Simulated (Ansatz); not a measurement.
```xyz
11
Lattice="2.4650 0.0000 0.0000 -1.2325 2.1347 0.0000 0.0000 0.0000 32.4769" Properties=species:S:1:pos:R:3 pbc="T T T"
C     0.0000    0.0000    8.4998
C     1.2325    0.7116    8.4998
C     0.0000    0.0000   11.8693
C     0.0000    1.4232   11.8693
C     0.0000    0.0000   15.2385
C     1.2325    0.7116   15.2385
C     0.0000    0.0000   18.6076
C     0.0000    1.4232   18.6076
C     0.0000    0.0000   21.9768
C     1.2325    0.7116   21.9768
C    -0.6162    1.0674   24.9305
```

The calculation used Ansatz, DFT PBE+D3(BJ), scalar-relativistic, plane waves, PAW.

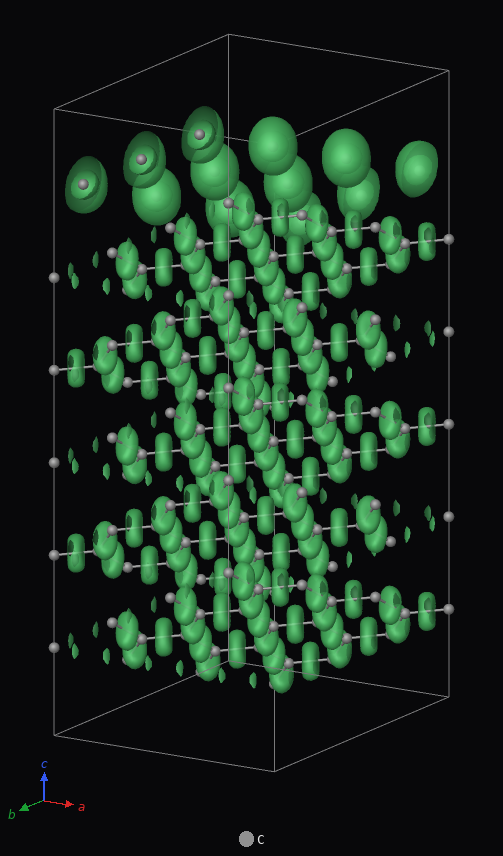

C (slab). Isosurface of the ELF at 0.8 (green), seen at an oblique angle. Core shells and regions of very low density are left out. Sticks mark near contacts.

Core electrons are frozen (PAW), and the valence fields are smoothed inside the atomic spheres.

**Describe the localisation domains.**

The surface consists of 15 regions between bonded C–C atoms and one region wrapped around C (its valence shell), counted in one cell of 11 atoms. Counts are for one cell; the picture repeats the cell along the surface.

Values along the shortest contacts:
C–C (1.42 Å): the ELF peaks at about 0.95 between the atoms.
